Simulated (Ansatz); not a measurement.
## Single-point calculation of CdS

- system: CdS (slab, 6 atoms in the cell)
- method: DFT PBEsol, scalar-relativistic, plane waves, PAW, no spin polarisation (Ansatz 0.2.0)

The structure derives from an entry of the Crystallography Open Database. It belongs to a series of runs on one base structure; here: the film alone at its places in the stack. Figures and captions count atoms from 1; the log counts them from 0 in places.

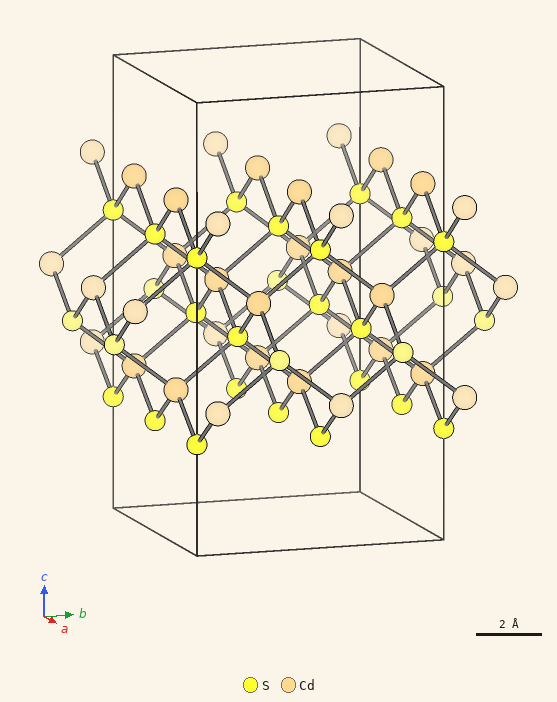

**Figure 1.** The structure (ball-and-stick view of the 2 × 2 repeat of the cell, with the vacuum cut short, seen slightly off an axis; neighbours outside the cell are drawn fainter). An atom can appear more than once, as a periodic image.

The input
```yaml
crystal:
  lattice:
    - [4.0583734765, 0.0, 0.0]
    - [0.0, 4.0583734765, 0.0]
    - [0.0, 0.0, 30.6575756952]
  atoms:
    - { symbol: S, position: [0.0, 0.0, 0.5159695937] }
    - { symbol: Cd, position: [0.5, 0.0, 0.5603468694] }
    - { symbol: S, position: [0.5, 0.5, 0.6112425924] }
    - { symbol: Cd, position: [1.0, 0.5, 0.6578583973] }
    - { symbol: S, position: [0.0, 0.0, 0.7093014271] }
    - { symbol: Cd, position: [0.5, 0.0, 0.7569507568] }
basis:
  ecutwfc: 420
kpoints:
  mp_grid: { grid: [7, 7, 1] }
hamiltonian:
  xc: pbesol
scf:
  occupations: { method: gaussian, width: 0.05 }
output:
  forces: true
  stress: true
  eigenvalues: true
  write_density: true
  write_potential: true
  elf: true
  volumetric_format: npy
efield:
  axis: 3
  dipole_correction: true
  ramp_width: 0.04
```

Launched with:
```bash
ansatz run input.yaml --threads 4 --pin off --max-ram 10240MiB --backend cpu --events-out ev --progress --plain --runs-dir out
```

Log
```
Engine: ansatz 0.2.0, aarch64-unknown-linux-gnu
Pseudopotentials: kind: paw
Pseudopotential: S, paw, valence charge 6, recommended cutoff 420 eV (normal), S.paw.azcp
Pseudopotential: Cd, paw, valence charge 20, recommended cutoff 420 eV (normal), Cd.paw.azcp
Functional definition: PBEsol
  exchange = pbesol_x
  correlation = pbesol_c
Crystal: 6 atoms, lattice volume = 504.942 Å³
Basis set: ecut = 420 eV, 9895 PW (Γ), exchange–correlation on 60×60×432 points (8 copies of the dense FFT grid, shifted against one another)
Bands: 47, of which v1, the nominal top of the filled ones, is band 39 counted from 1 (38 counted from 0)
Symmetry: 4 space group operations
Space group: Pmm2 (ITA 25), of the structure as read, at distance tolerance 8.0e-5 Å
k-points: 16 of 49
Non-local potential: S, projectors of the file, l = 0: 2, l = 1: 2, l = 2: 2
Non-local potential: Cd, projectors of the file, l = 0: 3, l = 1: 2, l = 2: 2, l = 3: 1
PAW form: soft (Blöchl's): semilocal exchange-correlation on the pseudo side does not see the compensation charge
PAW frozen core: S, regenerated for the run's functional, and the local potential with it (the file was generated under x = pbe(κ = 0.804, μ = 0.2195149727645171), c = pbe(β = 0.06672455060314922))
PAW frozen core: Cd, regenerated for the run's functional, and the local potential with it (the file was generated under x = pbe(κ = 0.804, μ = 0.2195149727645171), c = pbe(β = 0.06672455060314922))
PAW one-centre angular grid: S, 110 points (default); XC on 64 Gauss nodes
PAW one-centre angular grid: Cd, 590 points (default); XC on 64 Gauss nodes
Initial density: superposition of atomic densities (neutral atoms: chi_scale 0, normalization atom), corrected by the library's trained network
Initial wavefunctions: pseudopotential atomic-orbital guess
Functional: x = pbesol(κ = 0.804, μ = 0.12345679012345678), c = pbesol(β = 0.046)
SCF iter   1: F=—  HF=-27207.211298 eV  |F-HF|=—  |Δ(HF+E_count)|=         —  Δρ=3.98e-3  dr2=1.33e0  ethr=1.77e-3  p=0.262 e·Å  D=9.38e-2 V/Å  ΔV_dip=-2.87 eV  dr2_dipole=4.73e-1  V_vac-E_F(+/−)=4.07/6.94 eV  ⟨swp⟩=10.4  Hψ=3745  notcnv=0  defer=9
efield: sawtooth ramp at fractional position 0.1165 (placed from the atoms, in the widest stretch of the axis that holds none; the zero of the levels goes with the place), width 0.0400; the density the first Hamiltonian is built on has a dipole p = 0.262 e·Å; the dipole correction subtracts the counter field D = 9.38e-2 V/Å, which shifts the + side's vacuum level by -2.87 eV against the − side's; the planar-averaged density in the ramp window peaks in size at 2.4e-7 e/Å³
preconditioner: auto → LDOS  [metal: Δε(μ)=0.011 eV  Ē_g=10.351 eV  σ=0.050 eV  W_gap=0.12  n_scr=70 (ndim 8)  ℏωp=12.1 eV  f_vac=0.658  D(μ)=7.80/eV (n_scr^D=44)  β→1.0]
SCF iter   2: F=—  HF=-27207.187773 eV  |F-HF|=—  |Δ(HF+E_count)|=   2.35e-2  Δρ=2.18e-3  dr2=7.71e-2  ethr=1.71e-3  p=0.276 e·Å  D=9.89e-2 V/Å  ΔV_dip=-3.03 eV  dr2_dipole=2.12e-2  V_vac-E_F(+/−)=4.00/7.04 eV  ⟨swp⟩=1.7  Hψ=912  notcnv=0  defer=29
SCF iter   3: F=—  HF=-27207.184472 eV  |F-HF|=—  |Δ(HF+E_count)|=   3.30e-3  Δρ=8.37e-4  dr2=6.01e-3  ethr=9.88e-5  p=0.278 e·Å  D=9.98e-2 V/Å  ΔV_dip=-3.06 eV  dr2_dipole=8.26e-6  V_vac-E_F(+/−)=4.00/7.06 eV  ⟨swp⟩=2.0  Hψ=1190  notcnv=0  defer=37
SCF iter   4: F=—  HF=-27207.183938 eV  |F-HF|=—  |Δ(HF+E_count)|=   5.33e-4  Δρ=6.20e-4  dr2=7.19e-3  ethr=7.71e-6  p=0.279 e·Å  D=1.00e-1 V/Å  ΔV_dip=-3.07 eV  dr2_dipole=1.67e-3  V_vac-E_F(+/−)=4.00/7.07 eV  ⟨swp⟩=2.0  Hψ=1322  notcnv=0  defer=37
SCF iter   5: F=—  HF=-27207.183430 eV  |F-HF|=—  |Δ(HF+E_count)|=   5.09e-4  Δρ=3.06e-4  dr2=1.36e-3  ethr=7.71e-6  p=0.281 e·Å  D=1.01e-1 V/Å  ΔV_dip=-3.09 eV  dr2_dipole=1.68e-4  V_vac-E_F(+/−)=4.00/7.09 eV  ⟨swp⟩=2.0  Hψ=1086  notcnv=0  defer=37
SCF iter   6: F=—  HF=-27207.183256 eV  |F-HF|=—  |Δ(HF+E_count)|=   1.74e-4  Δρ=1.24e-4  dr2=4.20e-4  ethr=1.74e-6  p=0.281 e·Å  D=1.01e-1 V/Å  ΔV_dip=-3.09 eV  dr2_dipole=4.84e-5  V_vac-E_F(+/−)=4.00/7.10 eV  ⟨swp⟩=2.4  Hψ=1202  notcnv=0  defer=37
SCF iter   7: F=—  HF=-27207.183208 eV  |F-HF|=—  |Δ(HF+E_count)|=   4.76e-5  Δρ=6.46e-5  dr2=1.74e-4  ethr=5.38e-7  p=0.281 e·Å  D=1.01e-1 V/Å  ΔV_dip=-3.09 eV  dr2_dipole=3.72e-5  V_vac-E_F(+/−)=4.01/7.10 eV  ⟨swp⟩=2.3  Hψ=908  notcnv=0  defer=37
SCF iter   8: F=—  HF=-27207.183161 eV  |F-HF|=—  |Δ(HF+E_count)|=   4.74e-5  Δρ=4.21e-5  dr2=3.72e-5  ethr=2.23e-7  p=0.280 e·Å  D=1.00e-1 V/Å  ΔV_dip=-3.08 eV  dr2_dipole=2.07e-6  V_vac-E_F(+/−)=4.02/7.09 eV  ⟨swp⟩=2.2  Hψ=883  notcnv=0  defer=37
SCF iter   9: F=—  HF=-27207.183502 eV  |F-HF|=—  |Δ(HF+E_count)|=   3.41e-4  Δρ=1.67e-5  dr2=9.46e-6  ethr=4.76e-8  p=0.280 e·Å  D=1.00e-1 V/Å  ΔV_dip=-3.07 eV  dr2_dipole=1.27e-6  V_vac-E_F(+/−)=4.02/7.09 eV  ⟨swp⟩=2.1  Hψ=983  notcnv=0  defer=37
SCF iter  10: F=—  HF=-27207.183501 eV  |F-HF|=—  |Δ(HF+E_count)|=   4.37e-7  Δρ=7.19e-6  dr2=5.88e-7  ethr=1.21e-8  p=0.280 e·Å  D=1.00e-1 V/Å  ΔV_dip=-3.07 eV  dr2_dipole=5.95e-8  V_vac-E_F(+/−)=4.02/7.09 eV  ⟨swp⟩=2.0  Hψ=863  notcnv=0  defer=37
SCF iter  11: F=-27207.183501 eV  HF=-27207.183501 eV  |F-HF|=1.21e-8  |Δ(HF+E_count)|=   2.68e-8  Δρ=1.84e-6  dr2=6.63e-8  ethr=1.28e-10  p=0.279 e·Å  D=1.00e-1 V/Å  ΔV_dip=-3.07 eV  dr2_dipole=1.87e-8  V_vac-E_F(+/−)=4.02/7.09 eV  ⟨swp⟩=25.9  Hψ=6436  notcnv=0
SCF 1 converged in 11 iterations: F = -27207.183501 eV  dr2 = 6.63e-8
  greatest PAW one-centre occupation: 1.000 electrons in one spin orbital (limit 2), on the Cd atom at site 1 (counted from 0), in its partial waves of l = 0
```

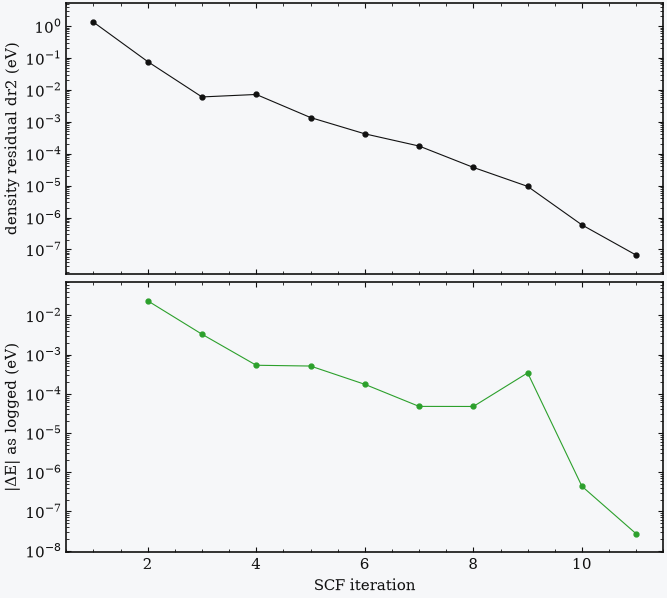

**Figure 2.** Convergence of the self-consistent field: density residual dr2 and size of the energy change against the SCF iteration. The residual falls almost steadily, with no more than small rises.

```
WARN: The output density's exchange-correlation potential varies sharply where the density is thin. Do not read a vacuum level from v_tot or v_xc, or from such a field of the output density. On a cell that repeats whose density bears no net charge and no dipole along the vacuum's axis use v_es (v_loc + v_h of the components); under efield.dipole_correction with no amplitude use v_es + v_field, which holds any external_charges[].barrier, or the levels of the report's work_function block, which leave it out; under a non-zero efield.amplitude the vacuum is tilted and has no level; on a cell that repeats and bears such a dipole with no correction it is tilted too, and efield.dipole_correction with no amplitude gives each side of its ramp a level where efield: is served; in a cell that repeats whose density bears a net charge (total_charge, or a fill off its count) it is curved and has none; of a slab under crystal.periodic whose density bears no net charge use v_es, which has a level on each side, short of where the two are joined; of another it falls or rises all the way out and has none; of a slab beside external_charges read slab_vacuum_level instead, which it has where they leave it neutral. The grid or the basis barely resolves most such structure, and the values can differ between equally converged runs; as a rule a tighter scf.convergence.dr2_threshold does not remove it. Where the density itself ripples (under the LDA too) a higher basis.ecutwfc lessens it. The files hold the spikes' plane waves up to the density's cutoff. Files: v_tot_of_output_density and the like, and their columns of v_z.tsv (output.write_potential); v_xc_of_output_density and the like, and their columns of v_comp_z.tsv (output.write_potential_components). Measured: with its Gaussian average of σ = 0.25 Å subtracted twice, the exchange-correlation potential is over 0.1 eV at 20 of the grid points where the equally averaged density (valence and model cores) is under 1e-3 e/Å³, and 0.196 eV at the most among them, at an averaged density of 8.2e-4 e/Å³. The input density's (outcome.potential() and, of a run that writes arrays, v_tot and v_xc) is over 0.1 eV, so measured, at 80 points of its own thin density, 0.194 eV at the most. See output.write_potential in the manual, Limitations
SCF converged after 11 iterations
Free energy (F): -27207.183501 eV
Harris-Foulkes:  -27207.183501 eV  (|F-HF|=1.21e-8)
Internal energy: -27207.174015 eV  (E = F + TS)
E sigma→0 (E₀):  -27207.178758 eV
Entropy (-TS):   -0.009487 eV (-1.581 meV/atom)
Fermi energy:    -1.750677 eV
Dipole field:    D = 0.100043 V/Å  (p = 0.279167 e·Å, saw-weighted, corrected)
Work function:   Φ+ = 4.0251 eV   Φ− = 7.0921 eV
Levels:          The Fermi level and band energies are counted from a zero that moves with the ramp; work functions are not
--- Per-component energies (eV) ---
  E_band       = -2234.358232
  E_kinetic    = 1830.321565
  E_local      = -98712.460628  (includes V_loc(G=0)·N_el)
  E_nonlocal   = 195.944020
  E_hartree    = 48503.788457
  E_xc         = -810.288246
  E_vxc        = -919.191756  (∫ρ·V_xc dr)
  E_paw        = -13794.030776  (= ΣΔE_a)
  E_vpaw       = -1633.910168  (= ΣTr[D̂ρ^β])
  E_aug_tail   = 0.000042  (compensation charges beyond the density's cutoff)
  E_efield     = 0.013964  (sawtooth field / dipole correction)
  E_vefield    = -2.665897  (∫n·V_field dr)
  E_ewald      = 35578.325860
  E_core_change = 1.211727  (= ΣΔE_core)
  E_smearing   = -0.009487  (= −TS)
  E_closure    = -0.000000  (closes the sum)
  Σ components = -27207.183501   (vs F -27207.183501, Δ=0.00e0)
--- Forces (eV/Å), atoms counted from 1 ---
  atom   1  S      0.00000000     0.00000000     0.01796440
  atom   2  Cd     0.00000000     0.00000000    -0.22556539
  atom   3  S      0.00000000     0.00000000     0.41966237
  atom   4  Cd     0.00000000     0.00000000    -0.31548531
  atom   5  S      0.00000000     0.00000000     0.28705826
  atom   6  Cd     0.00000000     0.00000000    -0.18366462
  max |Σ_I F_I| component: 3.03e-5 eV/Å
--- Stress (GPa, compression-positive) ---
        0.266091       0.000000       0.000000
        0.000000      -0.490468       0.000000
        0.000000       0.000000      -0.034549
  P = ⅓ Tr σ = -0.0863 GPa (-0.863 kbar)
--- Band table (eV; the first three rows and the last of 16) ---
  k-point 0: bands = ["-104.4047", "-103.6989", "-102.7650", "-65.5499", "-65.4949", "-65.4585", "-64.8260", "-64.7942", "-64.7778", "-63.8946", "-63.8682", "-63.8264", "-15.0825", "-14.2306", "-12.9737", "-10.7119", "-10.6059", "-10.4424", "-10.4187", "-10.3454", "-10.0595", "-10.0204", "-9.8827", "-9.8519", "-9.6824", "-9.1651", "-9.1119", "-8.9274", "-8.7725", "-8.7388", "-6.3270", "-4.6487", "-4.1285", "-4.0201", "-3.0719", "-2.9487", "-2.8929", "-1.7848", "-1.7545", "-1.5677", "0.1735", "1.0296", "1.9705", "2.2402", "2.4336", "3.0174", "3.4921"]
  k-point 1: bands = ["-104.4047", "-103.6989", "-102.7650", "-65.5500", "-65.4949", "-65.4585", "-64.8261", "-64.7942", "-64.7778", "-63.8947", "-63.8682", "-63.8264", "-15.0487", "-14.2030", "-12.9543", "-10.7099", "-10.5980", "-10.4290", "-10.4208", "-10.3535", "-10.0572", "-10.0144", "-9.8488", "-9.8128", "-9.6956", "-9.1627", "-9.0807", "-8.9011", "-8.7523", "-8.7391", "-6.2606", "-5.0631", "-4.0856", "-4.0509", "-3.7329", "-3.0336", "-2.3953", "-1.9145", "-1.7996", "-1.6884", "0.4951", "1.1753", "2.2757", "2.4462", "2.6556", "2.8046", "3.2126"]
  k-point 2: bands = ["-104.4047", "-103.6989", "-102.7650", "-65.5501", "-65.4949", "-65.4585", "-64.8262", "-64.7942", "-64.7778", "-63.8948", "-63.8682", "-63.8264", "-14.9718", "-14.1400", "-12.9097", "-10.7054", "-10.5873", "-10.4474", "-10.3759", "-10.3716", "-10.0523", "-9.9863", "-9.7696", "-9.7246", "-9.7104", "-9.1576", "-8.9936", "-8.8344", "-8.7819", "-8.6661", "-6.2446", "-5.7349", "-4.7868", "-3.9438", "-3.8641", "-2.9478", "-2.4159", "-2.0244", "-1.8428", "-1.7480", "0.6553", "1.2845", "1.8124", "2.4965", "2.8621", "3.4221", "3.7769"]
  k-point 15: bands = ["-104.4047", "-103.6989", "-102.7650", "-65.5502", "-65.4948", "-65.4589", "-64.8264", "-64.7941", "-64.7782", "-63.8950", "-63.8682", "-63.8268", "-14.7673", "-13.9427", "-12.7093", "-10.5091", "-10.5039", "-10.4252", "-10.3543", "-10.3353", "-9.8942", "-9.8715", "-9.7504", "-9.6314", "-9.4577", "-8.9606", "-8.9531", "-8.8046", "-8.5811", "-8.4238", "-6.3971", "-6.2471", "-5.5701", "-4.9917", "-4.5898", "-4.1226", "-3.5929", "-2.4911", "-2.4517", "-1.0104", "-0.1942", "1.8177", "2.0063", "2.9693", "3.1686", "3.4693", "4.1603"]
```

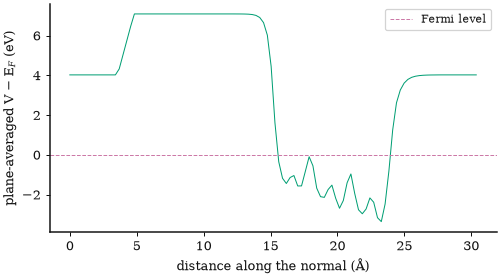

**Figure 3.** Plane average of the electrostatic potential energy of an electron across the cell, from the Fermi level. The vacuum level lies 4.03 eV above the Fermi level on the upper side and 7.09 eV on the lower.

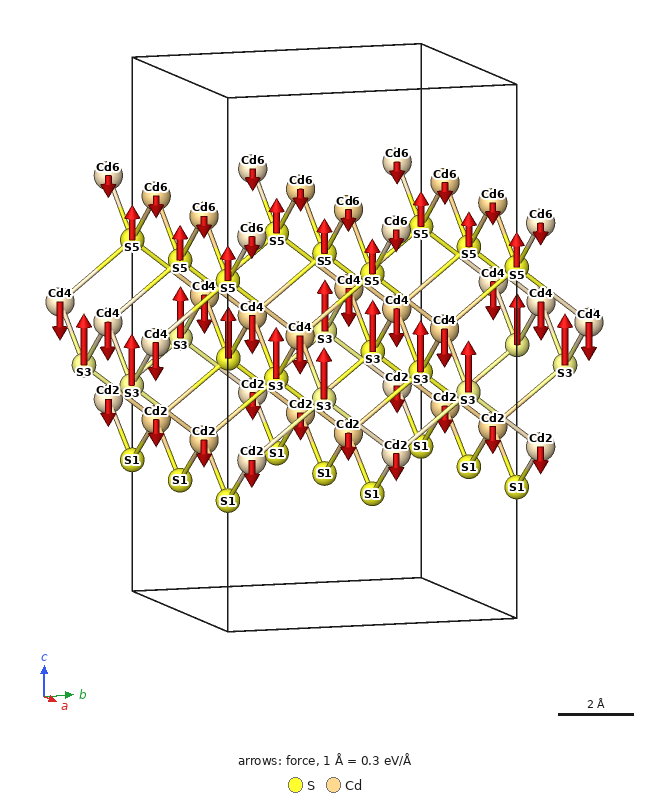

**Figure 4.** Forces on the atoms as red arrows (ball-and-stick view of the 2 × 2 repeat of the cell, with the vacuum cut short, seen slightly off an axis; neighbours outside the cell are drawn fainter; atoms are numbered from 1 in the order of the input); the smallest are left out. The largest act on S3 (0.42 eV/Å); Cd4 (0.32 eV/Å); S5 (0.29 eV/Å); Cd2 (0.23 eV/Å), among others. The geometry is not a stationary point of this energy.

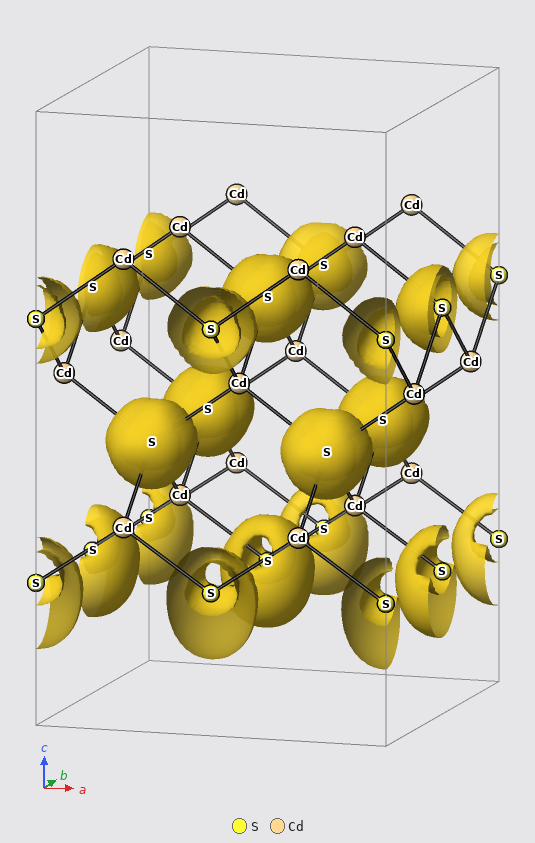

**Figure 5.** Isosurface of the ELF at 0.8 (yellow), seen slightly off an axis. Core shells and regions of very low density are left out. Sticks mark near contacts. Along the contacts the grid gives the following. Cd–S (2.44 Å): the ELF is about 0.35 at the midpoint. Cd–S (2.50 Å): the ELF is about 0.35 at the midpoint. Core electrons are frozen (PAW), so the fields are smoothed inside the atomic spheres.

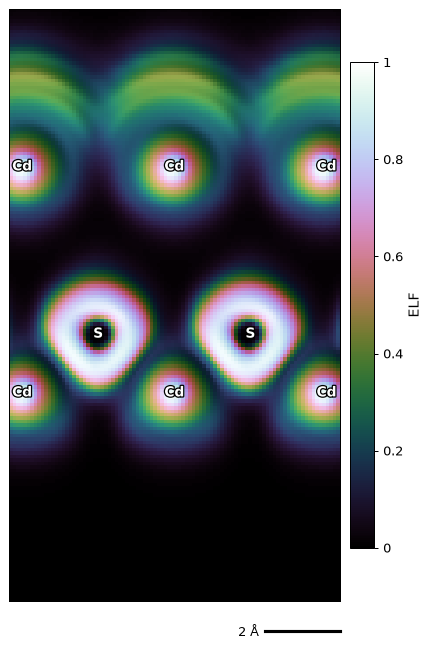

**Figure 6.** Electron localisation function on the (100) plane of the calculation cell, a cut from vacuum to vacuum. Atoms in the plane: Cd and S. Cd–S (2.56 Å): the ELF peaks at about 0.90 in the valence shell of S, 0.8 Å from its nucleus, and drops to about 0.15 between the two atoms. The strong features right at Cd lie inside the PAW spheres (semicore, d or f shells) and say nothing about bonding.

Key numbers

| quantity | value |
| --- | --- |
| outcome | converged |
| electrons treated | 78 |
| free energy | −27207.1835 eV |
| work function, top face | 4.03 eV |
| work function, bottom face | 7.09 eV |
| Fermi energy | −1.751 eV |
| gap on the k-point mesh | none (metallic) |
| work function (upper face) | 4.03 eV |
| largest force (length of the vector) | 0.420 eV/Å |
| hardware | 4 threads of Arm Neoverse V1, 24 GiB of memory available, shared host |
| wall time | 16 s (CPU time 61 s) |
| peak memory | 1 GiB |

Warnings of the run: the exchange-correlation potential is rough where the density is thin.
